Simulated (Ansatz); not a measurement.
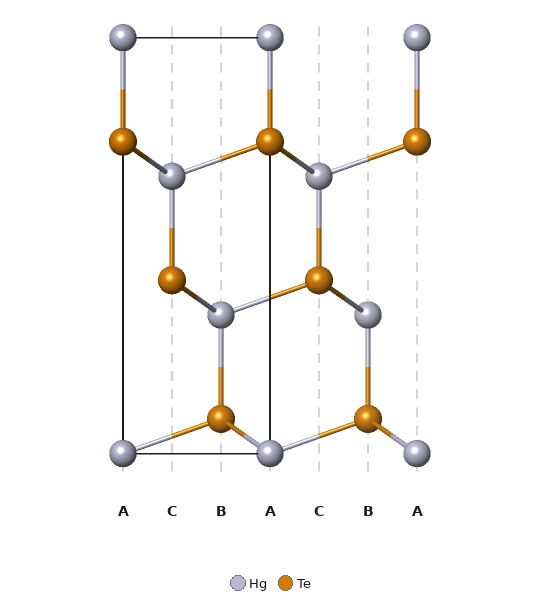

Projection along an edge of the hexagonal mesh, stacking direction [111] upwards. The dashed lines mark the three columns A (0, 0), B (1/3, 2/3) and C (2/3, 1/3). The box is the hexagonal cell of the face-centred cubic lattice. The sequence starts with the first layer at or above the cell's origin.

The compound is HgTe (space group F-43m, No. 216), taken as the geometry relaxed with DFT PBEsol, scalar-relativistic, plane waves, PAW in Ansatz 0.2.0.

### Read off the stacking sequence over one period.

Hg(A) – Te(B) – Hg(B) – Te(C) – Hg(C) – Te(A) (six layers in 11.28 Å).

### How are the Te layers alone stacked?

Te layers alone: BCA, the cubic close-packed type.

### Which positions between or in the Te layers do the other atoms fill?

Hg: three tetrahedral sites, counted in one hexagonal cell.

### What short polytype symbol fits?

Polytype symbol 3C, the symbol of a tetrahedral polytype (number of double layers in the repeat and lattice).
